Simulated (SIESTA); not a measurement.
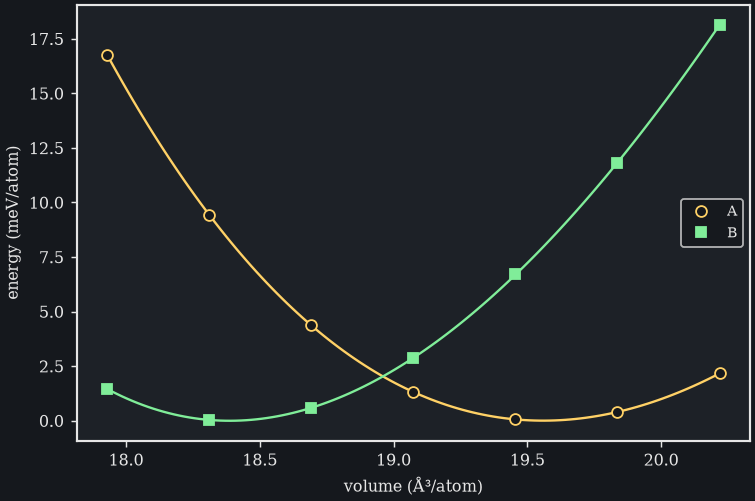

The figure compares two calculations of the energy against volume, each curve from its own zero. The first is for KF, space group Fm-3m (No. 225).

The cell holds 2 atoms.

Computed with SIESTA 5.4.2: DFT in numerical atomic orbitals with pseudopotentials, no spin polarisation; energies at scaled volumes of the given cell, shape and fractions fixed, counted from the fit's minimum, third-order Birch-Murnaghan fit. Level: PBEsol.

```csv
setting,value
k mesh,9×9×9
occupations,Fermi–Dirac
smearing width,0.05 eV
potentials,"PseudoDojo 0.4 standard, converted to PSML, two zetas on semicore shells"
program settings,"basis DZP, mesh cutoff 800 Ry"
```

In the second, the level changes from PBEsol to PBE.

### Which of A and B is the second calculation, and what did the change do?

A. The equilibrium volume rises from 18.39 to 19.56 Å³/atom (+6.4 %) and the bulk modulus falls from 38.9 to 33.3 GPa (−14 %).

For both, limits of the calculation: mulliken charges of long orbitals.

V0 and the bulk modulus come from third-order Birch–Murnaghan fits.
